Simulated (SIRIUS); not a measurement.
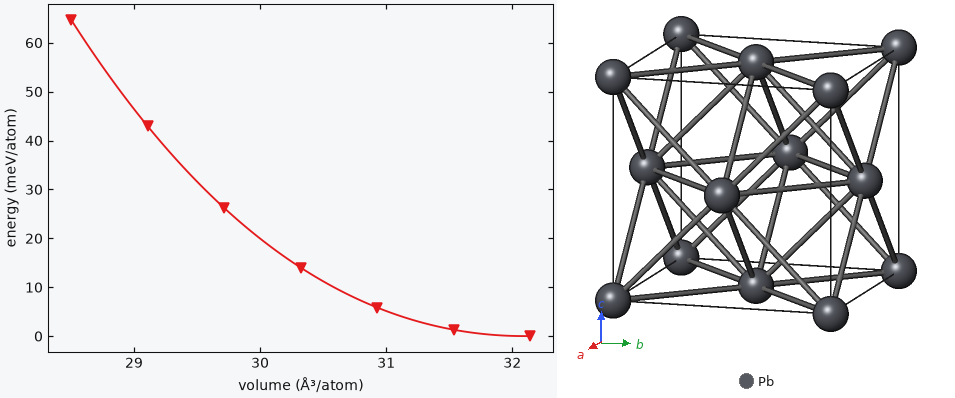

Plotted: energy against volume for Pb, space group Fm-3m (No. 225). The conventional cell is drawn beside the plot.

Starting cell:
```
Pb
1.0
     0.00000    2.47502    2.47502
     2.47502    0.00000    2.47502
     2.47502    2.47502    0.00000
Pb
1
Cartesian
  0.0000 0.0000 0.0000
```

Calculation (SIRIUS 7.10.0): plane-wave DFT, no spin polarisation; energies at scaled volumes of the given cell, shape and fractions fixed, counted from the fit's minimum, third-order Birch-Murnaghan fit. Level: PBE.

- k mesh: 8×8×8
- occupations: Fermi–Dirac
- smearing width: 0.05 eV
- potentials: jth pbe 2.0
- wave cutoff: 557.3 eV
- density cutoff: 5442 eV

From this curve and the settings, what does the calculation give for the pressure at the same points?

The pressure falls from 6.13 GPa at volume 28.50 Å³/atom to −0.34 GPa at 32.14 Å³/atom, and changes sign near 31.89 Å³/atom.

| volume (Å³/atom) | pressure (GPa) |
| --- | --- |
| 28.50 | 6.13 |
| 29.11 | 4.75 |
| 29.72 | 3.51 |
| 30.32 | 2.38 |
| 30.93 | 1.37 |
| 31.54 | 0.47 |
| 32.14 | −0.34 |

Keep in mind: the fit and the printed pressures don't fully agree, or the minimum lies near the end of the range; spin-orbit coupling left out, heavy elements.
